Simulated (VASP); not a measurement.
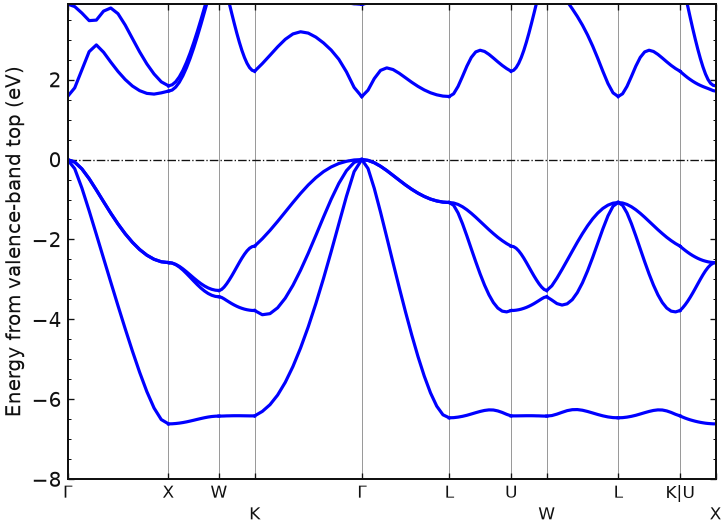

Band structure. Energies are counted from the top of the valence band.

> Which Bravais lattice do the labels of the path belong to?

A face-centred cubic lattice: the path Γ–X–W–K–Γ–L–U–W–L–K|U–X runs through the special points of its Brillouin zone.

Structure: zincblende GaP, space group F-43m (No. 216), 2 atoms in the primitive cell; cubic a = 5.506 Å.

Computed with VASP 6.6.1: PBE, VASP PAW PBE potentials, release 64 (Ga_d, P), no spin polarisation, no spin-orbit coupling, 8×8×8 k mesh, 520 eV cutoff, Gaussian smearing of 0.02 eV.

> What does the band structure say about the gap?

The material is gapped. The gap along this path is 1.58 eV and direct: both edges lie at Γ.

> What are the direct gaps at K, U and L?

The direct gaps are 4.38 eV at K, 4.38 eV at U and 2.65 eV at L.

> How many bands meet at the valence-band top?

Three bands meet at the valence-band top at Γ: it is triply degenerate (spin aside).

Measured GaP has its conduction bottom near X; the order of its valleys hangs on the functional and the volume. LDA, GGA and most meta-GGA functionals understate gaps. The cell was derived from a database entry in an earlier step, so it needn't be the measured one.
